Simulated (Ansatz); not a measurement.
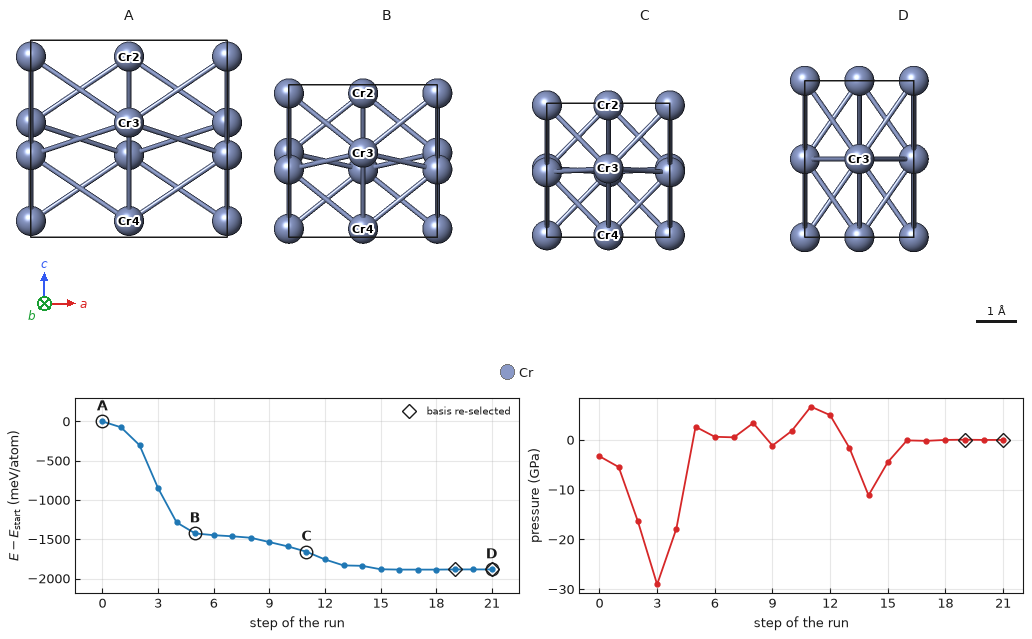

Frames of a relaxation of a crystal of Cr (a generated structure, set up in Cmce), marked on the history of the run. A ball-and-stick model of the conventional cell (2 times the calculation's cell), seen along the b axis. Lengths and directions refer to the drawn axes.

Case: Ga → Cr on all its sites, cell and atoms relaxed.

Level of theory: DFT PBE, scalar-relativistic, plane waves, PAW (Ansatz 0.2.0). Set-up: plane-wave cutoff 420 eV; k-point mesh 10 × 10 × 8; occupations gaussian; smearing width 0.1 eV; collinear spin; cell and atoms relaxed; force threshold 0.01 eV/Å; at most 60 steps.

> Describe the path.

Over 19 accepted moves (21 points after the start) the energy falls by 1884 meV per atom. Largest force component: 0.28 eV/Å at the start, 0.0012 eV/Å at the end. Pressure: −3.28 GPa at the start and 0.00 GPa at the end. At 2 points the geometry stayed and the basis and grid were re-selected for the new cell (energy shift of 2.6 meV per atom at most each time). The largest moves relative to the cell, 0.39 Å, are those of Cr atoms. The drawn cell changes as follows: a 4.991 → 2.770 Å (−44.5 %), b 8.449 → 8.746 Å (+3.5 %), c 5.009 → 3.980 Å (−20.5 %); the volume changes by −54.4 %. Some distances before and after: Cr–Cr 4.991 → 2.770 Å, Cr–Cr 4.162 → 2.425 Å, Cr–Cr 3.007 → 2.425 Å, Cr–Cr 3.069 → 2.495 Å. New bonds form: Cr–Cr (4.16 → 2.42 Å). The space group (tolerance 0.01 Å) goes from Cmce (No. 64) to Fmmm (No. 69). The program noted that the starting moments weren't kept. From step 0 to 5: Cr atoms move most (0.11 Å), volume −48.6 %, energy −1426 meV per atom. From step 5 to 11: Cr atoms move most (0.29 Å), volume −11.6 %, energy −233 meV per atom. From step 11 to 21: Cr atoms move most (0.06 Å), volume +0.4 %, energy −225 meV per atom.

| step | E − E(0), meV/atom | largest force component, eV/Å | pressure, GPa | volume, Å³/atom | note |
| --- | --- | --- | --- | --- | --- |
| 0 | 0.00 | 0.2825 | -3.28 | 26.406 |  |
| 1 | -74.11 | 0.1122 | -5.44 | 23.999 |  |
| 2 | -301.52 | 0.4166 | -16.37 | 21.265 |  |
| 3 | -848.96 | 0.8279 | -29.03 | 18.602 |  |
| 4 | -1285.39 | 0.0518 | -17.85 | 15.887 |  |
| 5 | -1425.74 | 0.7991 | 2.65 | 13.577 |  |
| 6 | -1448.05 | 0.3240 | 0.63 | 13.468 |  |
| 7 | -1462.28 | 0.1936 | 0.52 | 13.272 |  |
| 8 | -1480.80 | 0.9857 | 3.40 | 12.806 |  |
| 9 | -1535.93 | 0.3540 | -1.13 | 12.922 |  |
| 10 | -1591.00 | 0.5511 | 1.80 | 12.504 |  |
| 11 | -1658.90 | 0.4333 | 6.69 | 12.002 |  |
| 12 | -1757.41 | 0.1320 | 4.98 | 11.986 |  |
| 13 | -1833.03 | 0.2861 | -1.56 | 12.263 |  |
| 14 | -1838.19 | 0.2577 | -11.13 | 12.829 |  |
| 15 | -1882.21 | 0.1329 | -4.47 | 12.299 |  |
| 16 | -1886.38 | 0.0443 | -0.09 | 12.055 |  |
| 17 | -1886.53 | 0.0159 | -0.18 | 12.059 |  |
| 18 | -1886.69 | 0.0046 | 0.00 | 12.050 |  |
| 19 | -1884.13 | 0.0041 | 0.05 | 12.050 | same geometry, new basis |
| 20 | -1884.14 | 0.0012 | 0.00 | 12.052 |  |
| 21 | -1884.14 | 0.0012 | 0.00 | 12.052 | same geometry, new basis |
